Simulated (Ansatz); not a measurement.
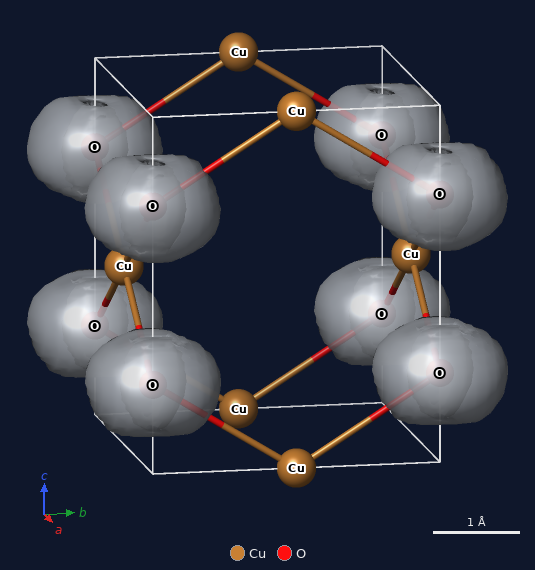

CuO. Isosurface of the electron localisation function at 0.75 (grey), seen slightly off an axis. Core shells and regions of very low density are left out. Sticks mark near contacts.

Space group P4₂/mmc; a generated structure, not necessarily the stable one; built by placing these elements on a known structure type; computed pressure about −10 GPa in this cell.

These are results of Kohn-Sham DFT of a periodic cell, r2SCAN0 form with a typed share of exact exchange, Ansatz PAW in Ansatz 0.2.0, not measurements.

Core electrons are frozen (PAW), and the valence fields are smoothed inside the atomic spheres.

Q: Describe the localisation domains.

A: The surface consists of two regions wrapped around O (the valence shell of each), counted in one cell of 4 atoms. Regions shared between cells count once. Along the contacts the grid gives the following. Cu–O (2.02 Å): the ELF peaks at about 0.85 in the valence shell of O, 0.6 Å from its nucleus, and is about 0.20 at the midpoint; no localised pair shows between them.
